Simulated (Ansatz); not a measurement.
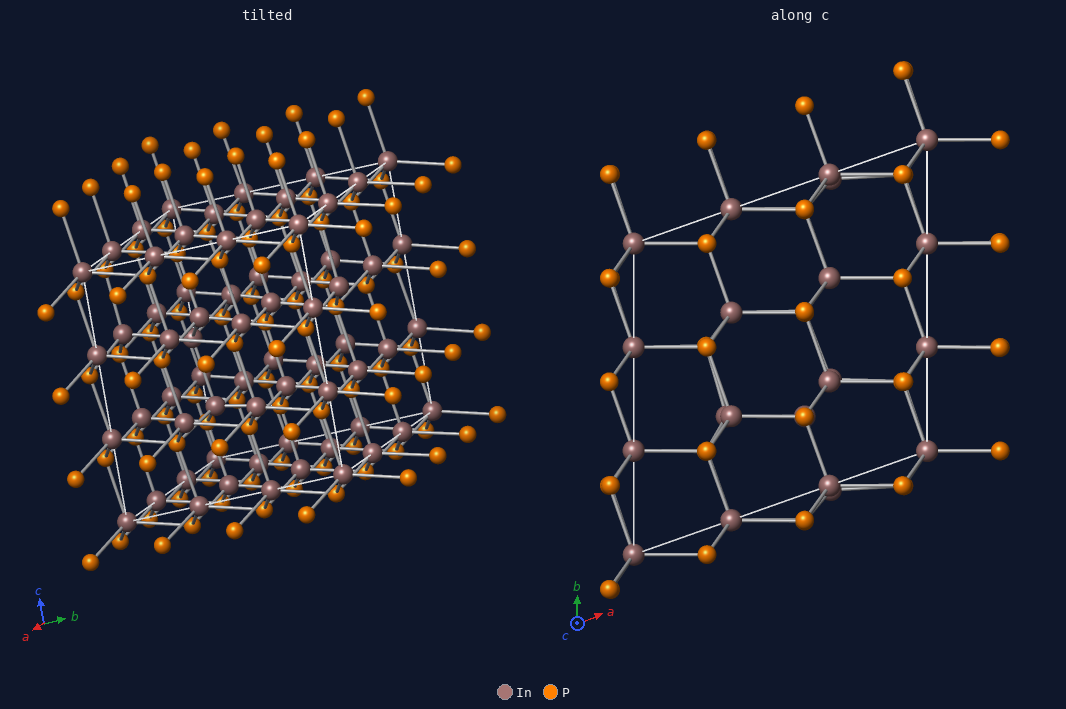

Structure drawing (ball-and-stick), viewed slightly off an axis and along the c axis. The lines enclose the simulation cell; boundary atoms appear with their images. Some neighbours outside the box are added.

Describe the crystal.

The formula is In₁₄P₁₃. Its lattice is face-centred cubic, its space group F-43m (No. 216). One cell contains 28 In, 26 P, 54 atoms in all. Around each P lie four In in a tetrahedral arrangement. With all contacts inside bonding distance counted, the coordination numbers are In 4. The bonds build a three-dimensional framework.

The initial geometry was a structure listed in the Materials Project, repeated into a supercell with a point defect put in. The atoms were relaxed in a fixed cell with DFT PBE, scalar-relativistic, plane waves, PAW in Ansatz.
